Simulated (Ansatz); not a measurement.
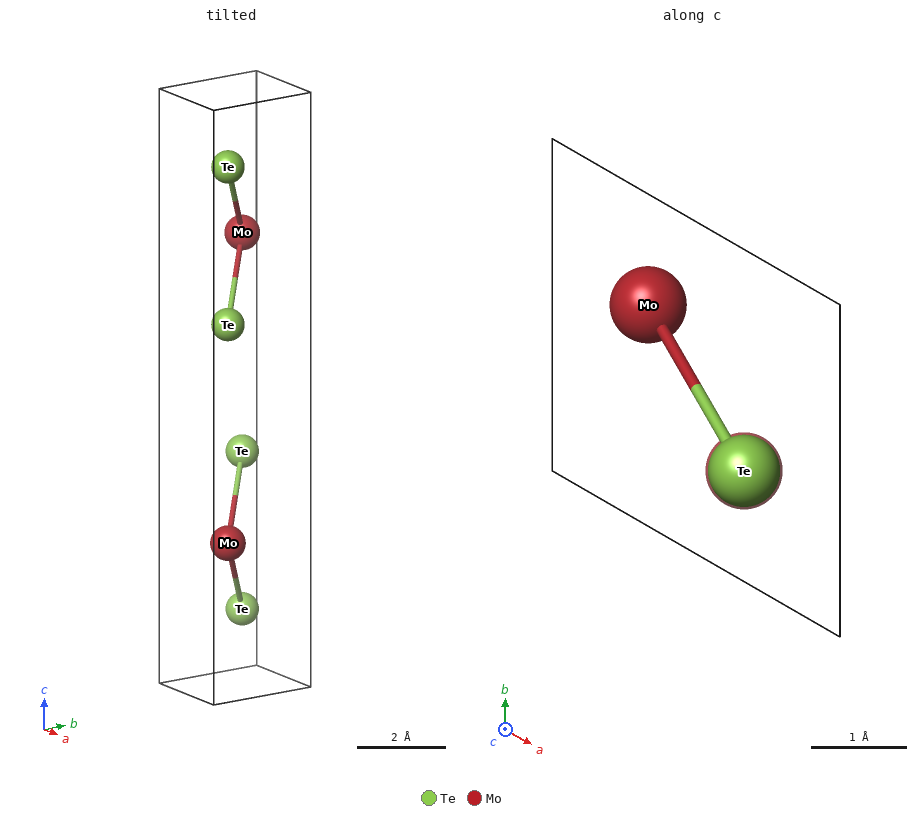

Structure drawing (ball-and-stick), viewed slightly off an axis and along the c axis. One unit cell is framed, with atoms on its boundary repeated.

Te$_{2}$Mo, a = 3.497 Å, b = 3.497 Å, c = 13.702 Å, α = 90.00°, β = 90.00°, γ = 120.00°. Within 0.01 Å the space group is P6_3/mmc (No. 194), primitive hexagonal: 2H molybdenite (MoS₂) type. Starting structure: a structure listed in the Materials Project. Earlier steps of the study may have refined or changed the cell and positions. Ansatz was used for an electronic-structure calculation on it.

This one geometry was computed with Ansatz (DFT, plane waves, PAW) at four levels of theory: r2SCAN, PBEsol, PBE+D3(BJ) with spin-orbit coupling and PBE+D3(BJ).

Question: Which level gives the highest pressure at this volume, and what does that say about its equilibrium volume?

Answer: Highest: r2SCAN (3.1 GPa), which points to the largest equilibrium volume. Lowest, with the smallest volume: PBEsol (-0.5 GPa). Levels within 0.5 GPa of each other can't be told apart.

Question: How does the band gap change with the level of theory?

Answer: PBEsol: a gap of 0.58 eV, indirect; PBE+D3(BJ) with spin-orbit coupling: a gap of 0.58 eV, indirect; PBE+D3(BJ): a gap of 0.60 eV, indirect; r2SCAN: a gap of 0.71 eV, indirect.

Question: Collect the results in a table.

Answer:
| level | cutoff (eV) | k-mesh of the run's cell | gap (eV) | pressure (GPa) |
| --- | --- | --- | --- | --- |
| r2SCAN | 500 | 9×9×2 | 0.71 | 3.1 |
| PBEsol | 420 | 9×9×2 | 0.58 | -0.5 |
| PBE+D3(BJ) with spin-orbit coupling | 420 | 9×9×2 | 0.58 | 0.1 |
| PBE+D3(BJ) | 420 | 9×9×2 | 0.60 | 0.0 |

Gaps are taken on the k-mesh or band path of each run.
